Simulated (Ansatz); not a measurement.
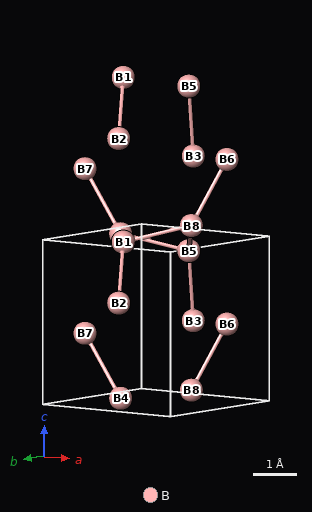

A crystal of B (a generated structure, set up in P-4n2) (coarse preliminary run), before the relaxation. A ball-and-stick model of the cell of the calculation, repeated 1 × 1 × 2 with one cell outlined, seen from a free direction.

Level of theory: DFT PBE, scalar-relativistic, plane waves, PAW (Ansatz 0.2.0).

Input
```yaml
crystal:
  lattice:
    - [3.82487279, 0.0, 0.0]
    - [0.0, 3.82487279, 0.0]
    - [0.0, 0.0, 3.92275401]
  atoms:
    - { symbol: B, position: [0.2058192, 0.45100694, 0.94917857] }
    - { symbol: B, position: [0.04899306, 0.2941808, 0.55082143] }
    - { symbol: B, position: [0.95100694, 0.7058192, 0.55082143] }
    - { symbol: B, position: [0.45100694, 0.7941808, 0.05082143] }
    - { symbol: B, position: [0.7941808, 0.54899306, 0.94917857] }
    - { symbol: B, position: [0.7058192, 0.04899306, 0.44917857] }
    - { symbol: B, position: [0.2941808, 0.95100694, 0.44917857] }
    - { symbol: B, position: [0.54899306, 0.2058192, 0.05082143] }
basis:
  ecutwfc: 420
kpoints:
  mp_grid: { grid: [4, 4, 4] }
hamiltonian:
  xc: pbe
scf:
  occupations: { method: gaussian, width: 0.1 }
  lower_state_search: "off"
output:
  forces: true
  stress: true
  eigenvalues: true
relax:
  adjacent_minimum: "off"
  f_tol: 0.04
  max_steps: 70
  cell: { stress_tol: 0.4 }
```

Run as
```bash
ansatz run input.yaml --threads 1 --pin off --max-ram 2560MiB --backend cpu --events-out ev --progress --plain --runs-dir out
```

Where does the relaxation end?

After 6 accepted moves (8 points after the start) the energy has fallen by 3.276 eV per cell of the calculation. The largest force component goes from 0.84 to 0.0023 eV/Å. The pressure goes from 29.84 to 0.04 GPa. The SCF was repeated twice at an unchanged geometry on a basis and grid sized afresh for the cell, which shifted the energy by 54.9 meV per cell of the calculation at most. The largest moves relative to the cell, 0.42 Å, are those of 8 atoms (B1, B2, B3, B4 and others). B2 goes along [−2 −2 3]. The volume changes by +8.4 %, with a = b 3.825 → 3.655 Å (−4.4 %), c 3.923 → 4.654 Å (+18.6 %). Among the contacts that change: B1–B5 2.281 → 1.828 Å, B1–B3 2.084 → 1.739 Å, B1–B5 (another image) 1.618 → 1.828 Å, B1–B4 1.662 → 1.739 Å. Among the angles between lasting bonds that change: B5–B3–B7 131.9° → 180.0°, B1–B3–B6 144.4° → 180.0°, B2–B3–B6 154.0° → 121.7°. The space group (tolerance 0.01 Å) goes from P-4n2 (No. 118) to I4_1/amd (No. 141). Cost: 22 s on 1 thread of Arm Neoverse V1, with other jobs on the host, peak memory 0.31 GiB.

The structure at the end:

```xyz
8
Lattice="3.6554 0.0000 0.0000 0.0000 3.6554 0.0000 0.0000 0.0000 4.6537" Properties=species:S:1:pos:R:3 pbc="T T T"
B     0.9139    1.8275    4.0719
B     0.0002    0.9138    2.9086
B     3.6552    2.7416    2.9086
B     1.8275    2.7415    0.5818
B     2.7415    1.8280    4.0719
B     2.7416    0.0002    1.7451
B     0.9138    3.6552    1.7451
B     1.8280    0.9139    0.5818
```

The end point in the same view:

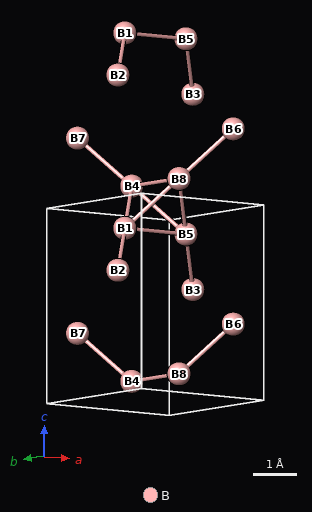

Limits of the set-up: the k-point mesh is coarse for a cell with partly filled bands.
